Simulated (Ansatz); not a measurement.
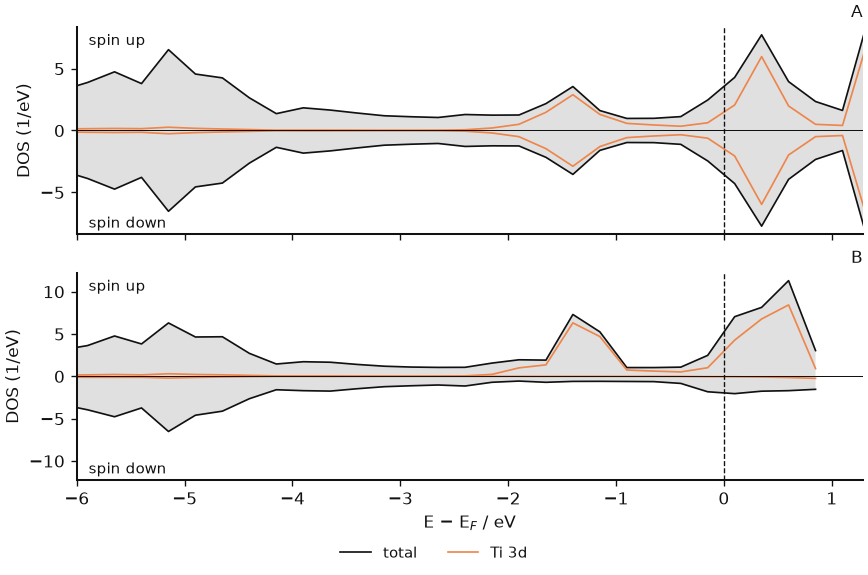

Spin-resolved densities of states of BaTiO₃, space group Pm-3m, 10 atoms in the cell, a database entry, rescaled, in two magnetic states on the same cell (spin down negative; each from its own Fermi level). Ansatz 0.2.0; DFT with r2SCAN, PAW plane waves, spin-polarised, 3×6×6 k mesh, 500 eV cutoff, Gaussian smearing of 0.013 eV.

> Which panel is which state: ferromagnetic and antiferromagnetic?

A is antiferromagnetic (net moment 0.0 μB, local moments 4.2 μB in all, metal); B is ferromagnetic (net moment 3.8 μB, local moments 4.7 μB in all, metal). Unequal spin channels mark a net moment; equal ones mean that moments cancel or are absent.

> Which of these states is lowest in energy?

The two lowest lie within 1 meV an atom, the ferromagnetic one lower, which is too close to call at this level.

Ba sits on the octahedral site here and Ti on the 12-fold one, the reverse of the real perovskite.
